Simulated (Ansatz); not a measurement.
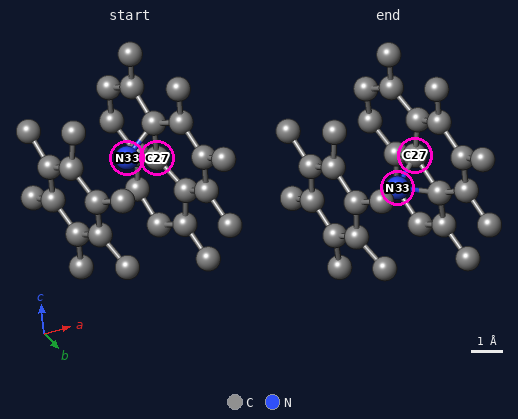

The two relaxed end points of a path for a defect cell of composition C32N (33 atoms in the cell). A ball-and-stick model of the atoms within 4.1 Å of the middle of the path, seen from a free direction. The atoms that move most are ringed. Bonds to atoms that aren't drawn are left out.

Level of theory: DFT PBE+D3(BJ), scalar-relativistic, plane waves, PAW in Ansatz.

Set-up: plane-wave cutoff 420 eV; k-point mesh 2 × 2 × 2; Gaussian smearing 0.02 eV; spin collinear; 5 movable images; climbing image.

Predict the minimum-energy path and its barrier.

Answer. The two ends have the same energy, and the highest point, image 3, lies 0.74 eV above the start. The N atom travels furthest, 1.09 Å from end to end, along [0 1 −1], on a path that bends up to 0.17 Å away from the straight line. At the highest image its nearest neighbour (C) is 1.49 Å away, against 1.44 Å at the start, and the surrounding atoms stand up to 0.33 Å off the mean of their end positions. Breaking: C–N (1.45 → 2.35 Å). Forming: C–N (2.35 → 1.45 Å). The band is converged.

Energies of the converged images:

| image | path (Å) | E (eV) |
| --- | --- | --- |
| 0 | 0.00 | 0.000 |
| 1 | 0.31 | 0.080 |
| 2 | 0.61 | 0.538 |
| 3 | 0.92 | 0.736 |
| 4 | 1.23 | 0.538 |
| 5 | 1.53 | 0.080 |
| 6 | 1.84 | 0.000 |

The geometry at the top of the path:

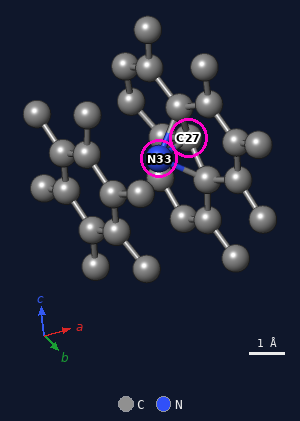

Limits of the set-up: the periodic images lie only 6.6 Å apart, so the values are limited by the cell's size.
